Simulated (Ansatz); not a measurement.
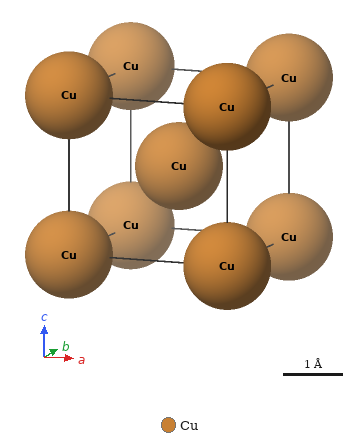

Fig. 1: The input geometry (spheres-only view of the cell 2 times as large as that of the calculation, set on its symmetry axes, seen slightly off an axis). An atom can appear more than once, as a periodic image.

Single-point calculation, with input and output: Cu

System: Cu (1 atom in the cell).
Method: DFT r2SCAN, scalar-relativistic, plane waves, PAW, no spin polarisation (Ansatz 0.2.0).

The structure derives from a Materials Project entry.

### The program's output
```
Engine: ansatz 0.2.0, aarch64-unknown-linux-gnu
Pseudopotentials: kind: paw
Pseudopotential: Cu, paw, valence charge 19, recommended cutoff 500 eV (meta_gga), Cu.paw.azcp
Functional definition: r2SCAN
  parameter k0 = 0.174
  parameter k1 = 0.065
  parameter a1 = 4.9479
  exchange = r2scan_x(k0 = k0, k1 = k1, a1 = a1)
  correlation = r2scan_c
Crystal: 1 atoms, lattice volume = 11.458 Å³
Basis set: ecut = 500 eV, 313 PW (Γ), exchange–correlation on 72×72×72 points (64 copies of the dense FFT grid, shifted against one another)
Bands: 14, of which v1, the nominal top of the filled ones, is band 10 counted from 1 (9 counted from 0)
Symmetry: 16 space group operations
Space group: I4/mmm (ITA 139), of the structure as read, at distance tolerance 2.3e-5 Å
k-points: 59 of 512
Non-local potential: Cu, projectors of the file, l = 0: 3, l = 1: 2, l = 2: 3, l = 3: 1
PAW form: soft (Blöchl's): semilocal exchange-correlation on the pseudo side does not see the compensation charge
PAW frozen core: Cu, regenerated for the run's functional (the file was generated under x = pbe(κ = 0.804, μ = 0.2195149727645171), c = pbe(β = 0.06672455060314922))
PAW one-centre angular grid: Cu, 590 points (default); XC on 160 Gauss nodes
Initial density: superposition of atomic densities (neutral atoms: chi_scale 0, normalization atom), corrected by the library's trained network
Initial wavefunctions: pseudopotential atomic-orbital guess
Functional: x = r2scan, c = r2scan; τ floored in thin density (d = 2e-4 eV/Å³)
SCF iter   1: F=—  HF=-6631.183035 eV  |F-HF|=—  |Δ(HF+E_count)|=         —  Δρ=3.89e-2  dr2=9.40e-2  dr2_τ=6.91e-4  ethr=1.77e-3  ⟨swp⟩=5.1  Hψ=4119  notcnv=0
preconditioner: auto → none  [metal: Δε(μ)=0.097 eV  Ē_g=18.579 eV  σ=0.100 eV  W_gap=0.44  n_scr=0 (ndim 8)  ℏωp=36.4 eV  f_vac=0.000  D(μ)=0.69/eV (n_scr^D=12)]
SCF iter   2: F=—  HF=-6631.193380 eV  |F-HF|=—  |Δ(HF+E_count)|=   1.03e-2  Δρ=3.80e-2  dr2=8.97e-2  dr2_τ=1.00e-3  ethr=4.94e-4  ⟨swp⟩=2.4  Hψ=1888  notcnv=0  defer=23
SCF iter   3: F=—  HF=-6631.165636 eV  |F-HF|=—  |Δ(HF+E_count)|=   2.77e-2  Δρ=4.27e-3  dr2=1.12e-3  dr2_τ=1.12e-5  ethr=4.72e-4  ⟨swp⟩=2.1  Hψ=1372  notcnv=0  defer=23
SCF iter   4: F=—  HF=-6631.165632 eV  |F-HF|=—  |Δ(HF+E_count)|=   3.99e-6  Δρ=5.23e-4  dr2=2.46e-5  dr2_τ=5.84e-7  ethr=5.90e-6  ⟨swp⟩=1.7  Hψ=1051  notcnv=0  defer=23
SCF iter   5: F=—  HF=-6631.165641 eV  |F-HF|=—  |Δ(HF+E_count)|=   8.33e-6  Δρ=1.90e-4  dr2=2.13e-6  dr2_τ=6.77e-8  ethr=1.30e-7  ⟨swp⟩=2.1  Hψ=1059  notcnv=0  defer=23
SCF iter   6: F=—  HF=-6631.165645 eV  |F-HF|=—  |Δ(HF+E_count)|=   4.03e-6  Δρ=3.96e-5  dr2=1.16e-7  dr2_τ=1.32e-9  ethr=1.12e-8  ⟨swp⟩=2.0  Hψ=1129  notcnv=0  defer=23
SCF iter   7: F=-6631.165645 eV  HF=-6631.165645 eV  |F-HF|=6.98e-10  |Δ(HF+E_count)|=   1.31e-8  Δρ=3.63e-6  dr2=6.62e-10  dr2_τ=2.77e-11  ethr=5.26e-10  ⟨swp⟩=5.9  Hψ=3592  notcnv=0
SCF 1 converged in 7 iterations: F = -6631.165645 eV  dr2 = 6.62e-10
  greatest PAW one-centre occupation: 1.000 electrons in one spin orbital (limit 2), on the Cu atom at site 0 (counted from 0), in its partial waves of l = 0
```

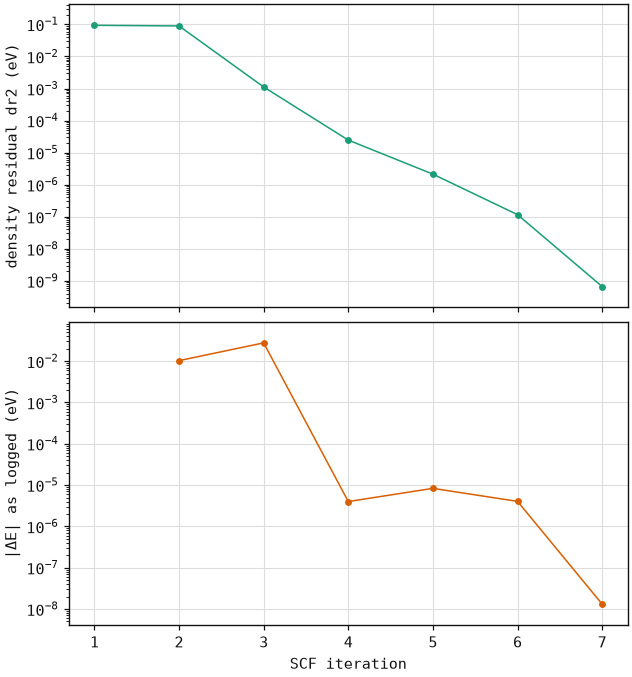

Fig. 2: Convergence of the self-consistent field: density residual dr2 and size of the energy change against the SCF iteration. The residual falls at every step.

```
SCF converged after 7 iterations
Free energy (F): -6631.165645 eV
Harris-Foulkes:  -6631.165645 eV  (|F-HF|=6.98e-10)
Internal energy: -6631.161109 eV  (E = F + TS)
E sigma→0 (E₀):  -6631.163377 eV
Entropy (-TS):   -0.004535 eV (-4.535 meV/atom)
Fermi energy:    17.298010 eV
--- Per-component energies (eV) ---
  E_band       = -375.538778
  E_kinetic    = 299.954105
  E_local      = -4004.701916  (includes V_loc(G=0)·N_el)
  E_nonlocal   = 395.550268
  E_hartree    = 1770.389553
  E_xc         = -83.895043
  E_vxc        = -124.805062  (∫ρ·V_xc dr)
  E_paw        = -1678.222473  (= ΣΔE_a)
  E_vpaw       = -491.295773  (= ΣTr[D̂ρ^β])
  E_aug_tail   = 0.000155  (compensation charges beyond the density's cutoff)
  E_vtau       = 8.978168  (kinetic-family band-sum trace: ∫τ·v_τ [+ j·A + Jᵃ·Aᵃ] dr)
  E_ewald      = -3329.934651
  E_core_change = -0.301108  (= ΣΔE_core)
  E_smearing   = -0.004535  (= −TS)
  E_closure    = -0.000000  (closes the sum)
  Σ components = -6631.165645   (vs F -6631.165645, Δ=0.00e0)
--- Forces (eV/Å), atoms counted from 1 ---
  atom   1  Cu     0.00000000     0.00000000     0.00000000
  max |Σ_I F_I| component: 7.40e-32 eV/Å
--- Stress (GPa, compression-positive) ---
        0.274133       0.000000       0.000000
        0.000000       0.274133       0.000000
        0.000000       0.000000       0.910781
  P = ⅓ Tr σ = 0.4863 GPa (4.863 kbar)
--- Band table (eV; the first three rows and the last of 59) ---
  k-point 0: bands = ["-99.3113", "-55.0644", "-55.0644", "-55.0590", "7.2474", "13.7935", "13.9944", "13.9944", "14.8746", "15.0731", "43.0636", "43.0636", "44.3967", "47.0941"]
  k-point 1: bands = ["-99.3088", "-55.0832", "-55.0652", "-55.0638", "7.8620", "13.7949", "13.8926", "14.2254", "14.7731", "15.0627", "37.7336", "42.1348", "43.2145", "44.1615"]
  k-point 2: bands = ["-99.3027", "-55.1287", "-55.0800", "-55.0625", "9.5582", "13.6514", "13.7677", "14.6941", "14.8177", "15.0460", "30.9208", "39.2742", "40.4396", "41.7361"]
  k-point 58: bands = ["-99.2799", "-55.1641", "-55.1641", "-55.1468", "12.1890", "12.2514", "15.5854", "15.5854", "15.6371", "25.3436", "25.3436", "27.2683", "30.9190", "31.6385"]
```

The run was set up as follows.

### Input file
```yaml
crystal:
  lattice:
    - [-1.44279332, 1.44279332, 1.37608145]
    - [1.44279332, -1.44279332, 1.37608145]
    - [1.44279332, 1.44279332, -1.37608145]
  atoms:
    - { symbol: Cu, position: [0.0, 0.0, 0.0] }
basis:
  ecutwfc: 500
kpoints:
  mp_grid: { grid: [8, 8, 8] }
hamiltonian:
  xc: r2scan
scf:
  occupations: { method: gaussian, width: 0.1 }
output:
  forces: true
  stress: true
  eigenvalues: true
```

Run as:
```bash
ansatz run input.yaml --threads 1 --pin off --max-ram 2560MiB --backend cpu --events-out ev --progress --plain --runs-dir out
```

### Results in brief

- outcome: converged
- space group (tolerance 0.01 Å): I4/mmm (139)
- electrons treated: 19
- free energy: −6631.1656 eV
- Fermi energy: 17.298 eV
- gap on the k-point mesh: none (metallic)
- pressure: 0.49 GPa
- largest force (length of the vector): under 0.001 eV/Å
- hardware: 1 thread of Arm Neoverse V2, 24 GiB of memory available, shared host
- wall time: 1.5 s
- peak memory: 0.28 GiB
